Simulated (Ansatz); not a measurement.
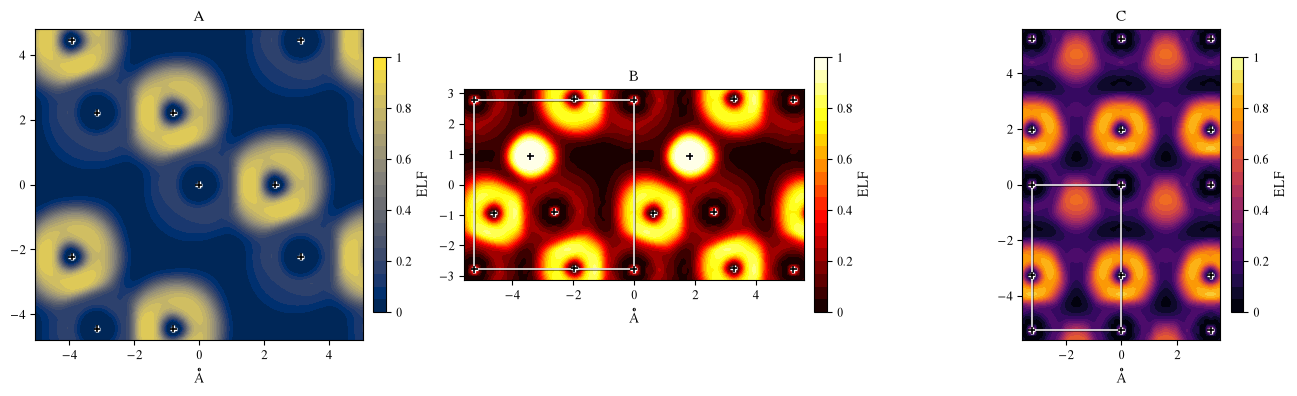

The ELF of 3 systems, each on a plane through atoms (crosses mark nuclei in the plane).

Theory: DFT PBE, scalar-relativistic, plane waves, PAW in Ansatz 0.2.0.

System 1: GaN, the (100) plane of the conventional cell. Space group P6₃mc; a structure from a database of computed crystals, not necessarily the ambient phase.

```
Ga N
1.0
     3.21837    0.00000    0.00000
    -1.60919    2.78719    0.00000
     0.00000    0.00000    5.24317
Ga N
2 2
Direct
  0.66667 0.33333 0.49913
  0.33333 0.66667 0.99913
  0.66667 0.33333 0.87587
  0.33333 0.66667 0.37587
```

System 2: Ga$_{6}$HN$_{6}$ (cell with a defect), the (001) plane of the calculation cell. Spin-polarised.

```xyz
13
Lattice="0.0000 0.0000 -5.2432 4.8276 2.7872 0.0000 0.0000 -5.5744 0.0000" Properties=species:S:1:pos:R:3 pbc="T T T"
Ga    3.2189   -1.8646   -2.6100
Ga    1.6053    0.9227   -2.6100
Ga    4.8259    0.9265   -2.6099
Ga    1.5818   -0.9193   -5.2364
Ga    4.8259   -0.9639   -5.2363
Ga    3.2424    1.8678   -5.2364
N     3.1841   -1.8444   -0.6541
N     1.6402    0.9428   -0.6541
N     4.8259    0.8862   -0.6541
N     1.6178   -0.9402   -3.2460
N     4.8259   -0.9223   -3.2460
N     3.2064    1.8471   -3.2460
H     4.8259    2.7821   -4.4420
```

System 3: ZnS, the (100) plane of the calculation cell. Space group F-43m; a structure from a database of computed crystals, not necessarily the ambient phase.

Which map belongs to which system?

Panel A is system 3, ZnS: the plane holds Zn and S. Zn–S (2.36 Å): the ELF peaks at about 0.90 in the valence shell of S, 0.9 Å from its nucleus, and is about 0.55 at the midpoint. Panel B is system 2, Ga$_{6}$HN$_{6}$: the plane holds Ga, N and H. Ga–N (1.96 Å): the ELF peaks at about 0.85 in the valence shell of N, 0.7 Å from its nucleus, and is about 0.45 at the midpoint. Panel C is system 1, GaN: the plane holds Ga and N. Ga–N (1.98 Å): the ELF peaks at about 0.85 in the valence shell of N, 0.7 Å from its nucleus, and is about 0.45 at the midpoint.
